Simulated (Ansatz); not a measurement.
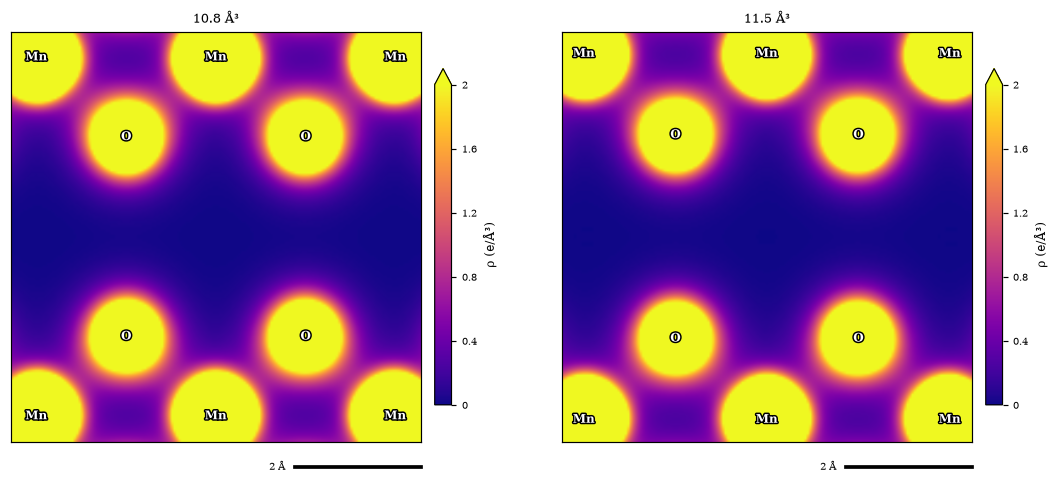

MnO$_{2}$. The valence electron density of cells scaled evenly to different volumes (given per atom above each panel), on the (011) plane of each (indices in the axes of the cell below), at one length scale and on one colour scale.

A structure from a database of computed crystals, not necessarily the ambient phase; spin-polarised.

Level of theory: Ansatz, Kohn-Sham DFT of a periodic cell, PBEsol, Ansatz PAW.

The density is the valence pseudo-density of a PAW calculation; it isn't the true density close to the nuclei.

The largest cell:

```cif
data_structure
_symmetry_space_group_name_H-M 'P 1'
_symmetry_Int_Tables_number 1
_cell_length_a 5.7966
_cell_length_b 5.7966
_cell_length_c 5.7966
_cell_angle_alpha 60.000
_cell_angle_beta 60.000
_cell_angle_gamma 60.000
_cell_volume 137.72
loop_
_atom_site_label
_atom_site_type_symbol
_atom_site_fract_x
_atom_site_fract_y
_atom_site_fract_z
_atom_site_occupancy
Mn1 Mn 0.12500 0.12500 0.12500 1
Mn2 Mn 0.12500 0.12500 0.62500 1
Mn3 Mn 0.62500 0.12500 0.12500 1
Mn4 Mn 0.12500 0.62500 0.12500 1
O1 O 0.36095 0.36095 0.36095 1
O2 O 0.36095 0.36095 0.91714 1
O3 O 0.91714 0.36095 0.36095 1
O4 O 0.36095 0.91714 0.36095 1
O5 O 0.88905 0.88905 0.33286 1
O6 O 0.88905 0.88905 0.88905 1
O7 O 0.88905 0.33286 0.88905 1
O8 O 0.33286 0.88905 0.88905 1
```

| volume (Å³/atom) | Mn–O contact in the plane (Å) | ρ at its midpoint (e/Å³) | pressure (GPa) | gap on the mesh (eV) | largest moment (μB) | 
| --- | --- | --- | --- | --- | --- |
| 10.83 | 1.904 | 0.803 | −2.2 | 0.39 | 2.48 | 
| 11.04 | 1.916 | ? | ? | ? | ? | 
| 11.48 | 1.941 | 0.737 | −12.1 | 0.60 | 2.55 | 

> What values belong in the row with question marks?

Over the known rows ln ρ falls by 2.32 per Å of Mn–O distance (the line through the two), which gives 0.781 e/Å³ at 1.916 Å; the calculation gives 0.780 e/Å³. For the pressure, a straight line in volume between the neighbouring rows gives −5.4 GPa; the calculation gives −5.9, lower because pressure rises ever faster on compression. For the gap on the mesh, a straight line in volume between the neighbouring rows gives 0.46 eV; the calculation gives 0.47. For the largest moment, a straight line in volume between the neighbouring rows gives 2.50 μB; the calculation gives 2.50.
